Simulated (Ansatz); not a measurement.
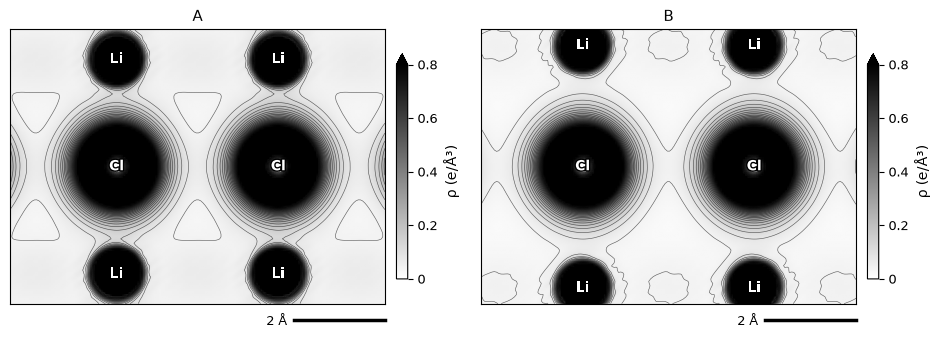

LiCl. The valence pseudo-density of two cells that differ in size and shape, on the (011̄) plane of each (indices in the axes of the calculation cell), at one length scale and on one colour scale; one has 15.0 and the other 19.0 Å³ an atom.

These are results of DFT PBE, scalar-relativistic, plane waves, PAW (Ansatz 0.2.0), not measurements.

Which panel shows the smaller cell, and what does the compression change?

Answer. Panel A is the smaller cell, by 21 % in volume. From the larger cell to the smaller, Li–Cl goes from 2.67 to 2.36 Å, and the density at its midpoint from 0.18 to 0.32 e/Å³, the ELF there from 0.70 to 0.80; the pressure goes from −2.7 to 6 GPa; the Kohn–Sham gap goes from 5.7 eV to 6.8 eV.
